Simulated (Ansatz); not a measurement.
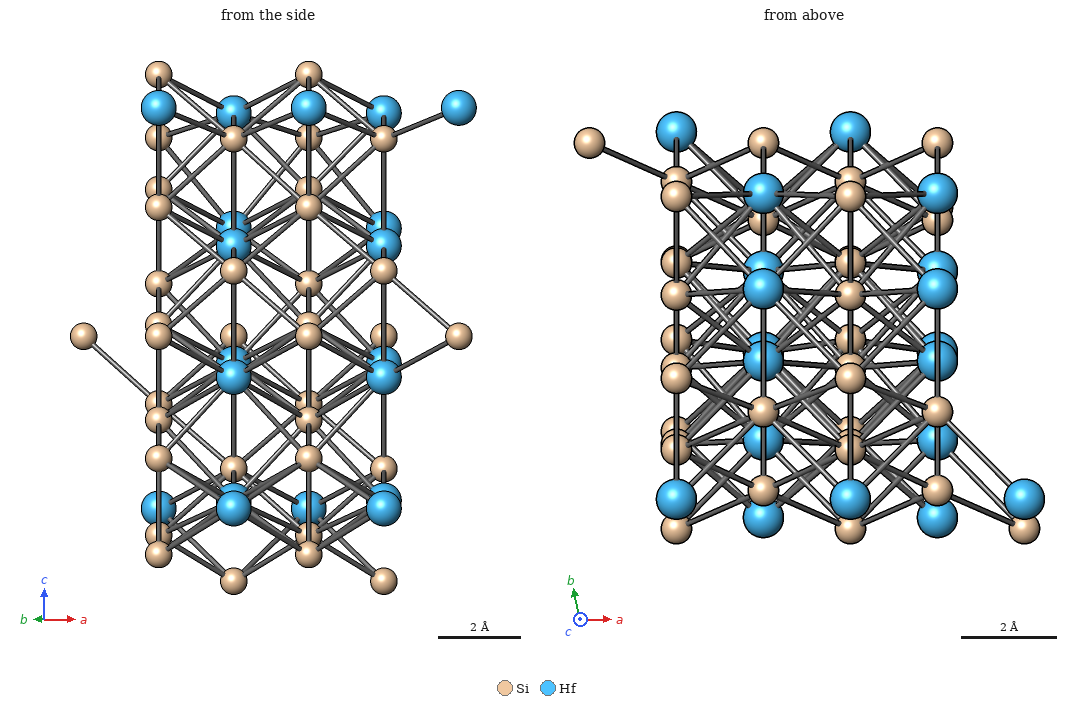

A ball-and-stick picture of a periodic slab, seen from the side and from above. The surface normal points up in side views; the vacuum is left out. 2×1 cells are drawn in the plane, with atoms at the edges repeated.

The cell holds 8 Hf, 16 Si. The slab was cut from bulk HfSi2 (Cmcm).

> Which atoms form the outer planes?

The top face ends in Si, the bottom face in Si.

> How thick is it?

About 12 Å from the lowest to the highest atom.

> Index the surface.

(0 2 1).

The calculation used DFT PBE, scalar-relativistic, plane waves, PAW (Ansatz), with E_cut = 420 eV, k-point mesh 10×5×1, Gaussian smearing of 0.1 eV, no spin polarisation.

> How large is the work function at the top and at the bottom?

3.95 eV at the top and 4.52 eV at the bottom.

The cell started as a structure type filled with these elements by a generator (whether the compound takes this form wasn't checked); a slab was cut from it. The atoms were relaxed in a fixed cell with DFT PBE, scalar-relativistic, plane waves, PAW (Ansatz).
